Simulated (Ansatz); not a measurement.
A periodic structure is given below.

```
N B
1.0
     3.62600    0.00000    0.00000
     0.00000    0.00000   -3.62600
     0.00000    3.62600    0.00000
N B
4 4
Direct
  0.75398 0.75398 0.24602
  0.25398 0.75398 0.74602
  0.25398 0.25398 0.24602
  0.75398 0.25398 0.74602
  0.50000 0.50000 0.00000
  0.00000 0.50000 0.50000
  0.00000 0.00000 0.00000
  0.50000 0.00000 0.50000
```

Summarise the structure in words.

Answer. It has the composition BN. Strictly the space group is R3m (No. 160, within 0.01 Å). It is a distorted form of a face-centred cubic structure, space group F-43m (No. 216) within 0.25 Å: zinc blende (sphalerite type). Counting shared atoms by their share gives 4 B, 4 N, or 8 atoms. About every N there are four B in a tetrahedral arrangement at 1.55 to 1.58 Å. Around each B lie four N in a tetrahedral arrangement at 1.55 to 1.58 Å. The bonds build a three-dimensional framework.

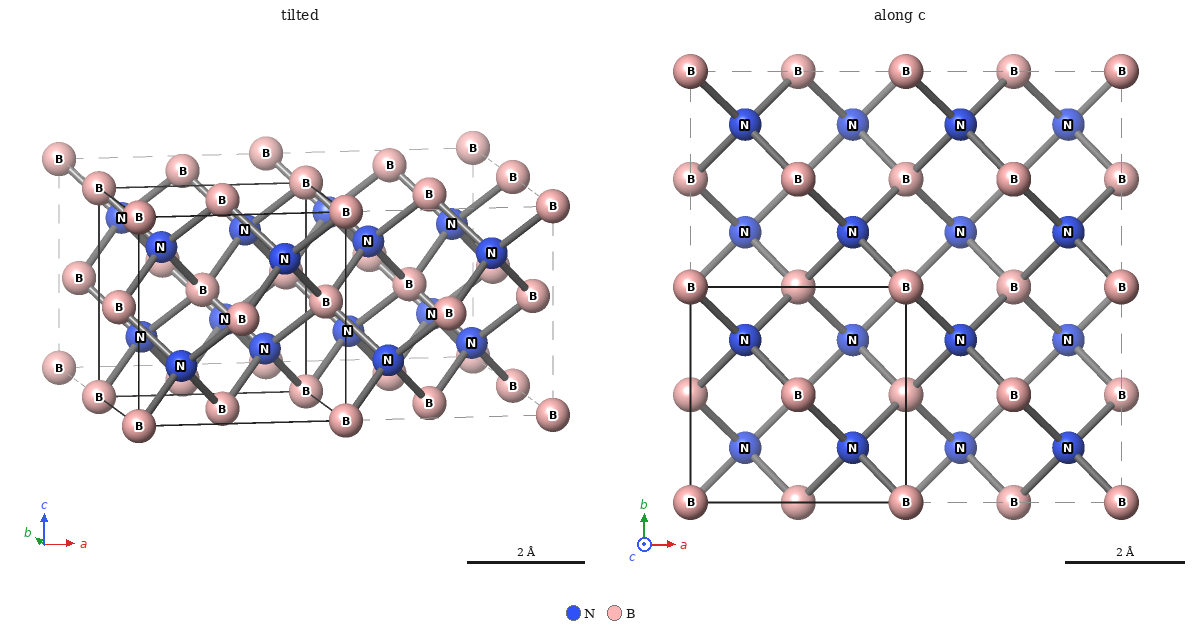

Shown here is a ball-and-stick view of the crystal, taken slightly off an axis and along the c axis. One drawn cell (a repeat of the simulation cell) is drawn solid; the view covers 2×2×1 cells. Colours: boron pink, nitrogen blue.

Its origin is a structure listed in the Materials Project. The cell was then strained or its atoms displaced on purpose. Ansatz was used for an electronic-structure calculation on it.
